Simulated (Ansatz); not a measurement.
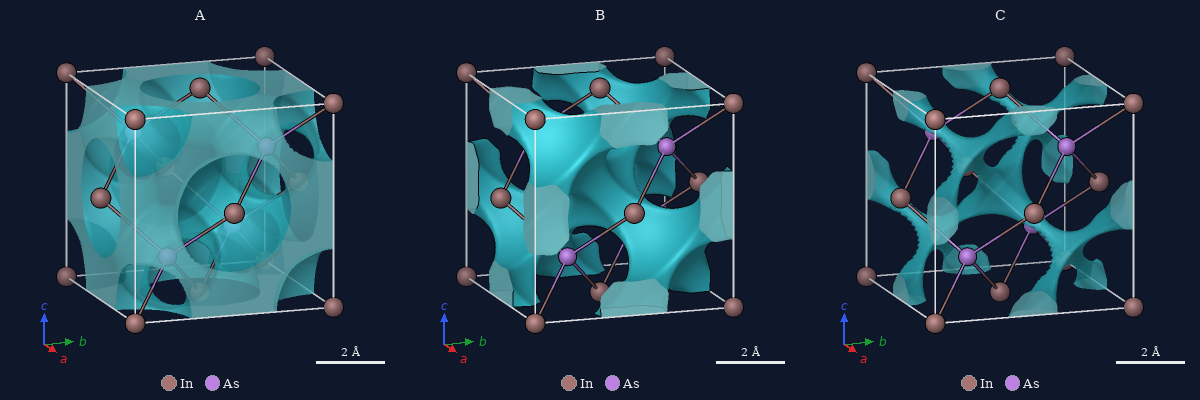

Three surfaces of the space that a probe's centre can reach in InAs (F-43m, No. 216), computed for probe radii of 0.35, 0.65, 0.95 Å, in shuffled order. Pale faces close the region where the drawn box cuts it.

Atoms are hard spheres with covalent radii (Cordero): In 1.42 Å, As 1.19 Å.

The cell is taken from the geometry relaxed with Ansatz 0.2.0, DFT PBE, scalar-relativistic, plane waves, PAW.

```cif
data_structure
_symmetry_space_group_name_H-M 'P 1'
_symmetry_Int_Tables_number 1
_cell_length_a 6.1863
_cell_length_b 6.1863
_cell_length_c 6.1863
_cell_angle_alpha 90.000
_cell_angle_beta 90.000
_cell_angle_gamma 90.000
_cell_volume 236.75
loop_
_atom_site_label
_atom_site_type_symbol
_atom_site_fract_x
_atom_site_fract_y
_atom_site_fract_z
_atom_site_occupancy
In1 In 0.00000 0.00000 0.00000 1
As1 As 0.25000 0.25000 0.75000 1
In2 In 0.00000 0.50000 0.50000 1
As2 As 0.25000 0.75000 0.25000 1
In3 In 0.50000 0.00000 0.50000 1
As3 As 0.75000 0.25000 0.25000 1
In4 In 0.50000 0.50000 0.00000 1
As4 As 0.75000 0.75000 0.75000 1
```

Q: Which panel belongs to which radius, and what does each show?

A: A: 0.35 Å, a three-dimensional network, 41 % of the volume. B: 0.65 Å, a three-dimensional network, 21 % of the volume. C: 0.95 Å, a three-dimensional network, 5.8 % of the volume. The larger the probe, the smaller the space left to it.
